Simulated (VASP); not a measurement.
The compound is SiC (space group P6_3mc, No. 186), taken as the end point of a relaxation with VASP Kohn-Sham DFT of a periodic cell, PBE with rVV10, VASP PAW PBE potentials, recommended in VASP 6.6.1.

```
Si C
1.0
     3.09012    0.00000    0.00000
    -1.54506    2.67612    0.00000
     0.00000    0.00000   15.16261
Si C
6 6
Direct
  0.66667 0.33333 0.45830
  0.33333 0.66667 0.95830
  0.66667 0.33333 0.79180
  0.33333 0.66667 0.29180
  0.00000 0.00000 0.62504
  0.00000 0.00000 0.12504
  0.66667 0.33333 0.33332
  0.33333 0.66667 0.83332
  0.66667 0.33333 0.66684
  0.33333 0.66667 0.16684
  0.00000 0.00000 0.49971
  0.00000 0.00000 0.99971
```

Describe the stacking along c, with columns A (0, 0), B (1/3, 2/3), C (2/3, 1/3) of the hexagonal mesh.

C(A) – Si(A) – C(B) – Si(B) – C(C) – Si(C) – C(A) – Si(A) – C(C) – Si(C) – C(B) – Si(B) (twelve layers in 15.16 Å).

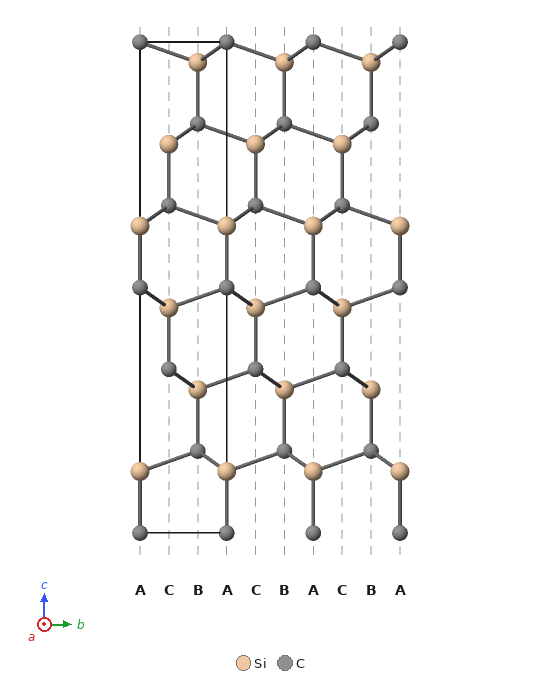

Projection along an edge of the hexagonal mesh, stacking direction c upwards. The dashed lines mark the three columns A (0, 0), B (1/3, 2/3) and C (2/3, 1/3). The sequence starts with the first layer at or above the cell's origin.
